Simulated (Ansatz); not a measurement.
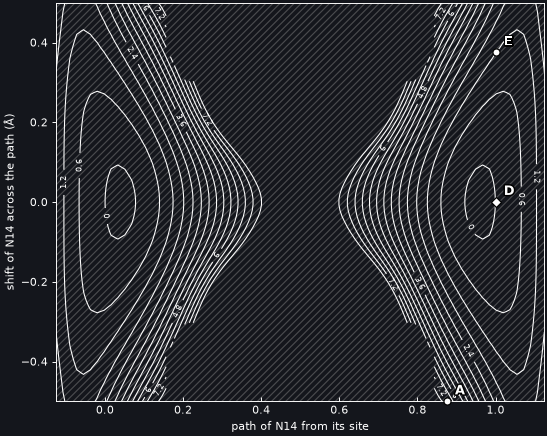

BN (P4_2/mnm phase) with one N vacancy (15 atoms in the cell, cell charge +3). An atom moved over a plane that holds its own site and a neighbouring vacancy (x along [0 −1 1], y along [0 1 1], z along [−1 0 0] of the conventional cell). Coordinates scanned: (1) path of N14 from its site (0) to the vacancy (1), 2.344 Å; (2) shift of N14 across the path, along the Cartesian direction [−1 1 0]. Nothing is relaxed (all other atoms held at the sites of the perfect crystal). The grid has 11 × 9 points; 22 points were computed and 51 follow by symmetry. At 26 points there is no value (left out of the scan, as a rule where atoms come close). Points are written as (first, second). Energies: eV per cell, counted from the lowest grid point. The cell is charged on a uniform background, without a charge correction. The calculation used DFT PBE, scalar-relativistic, plane waves, PAW (Ansatz). Settings: cutoff 420 eV, k-mesh 6×6×6, gaussian smearing 0.05 eV, no spin polarisation.

In the figure: contour lines labelled in eV (none above 7.8), hatched blanks where no value was computed, lettered points. Between grid points the surface is interpolated.

Q: Is A the lowest point of the computed grid?

A: No. A lies 7.3 eV above the lowest grid point, which is at (0.000, 0.000 Å) [nearest 2 B at 1.54 Å].

Q: Rank the lettered points by energy, lowest first.

A: D (0.0 eV), E (1.2 eV), A (7.3 eV).

PAW datasets: the set soft_1.
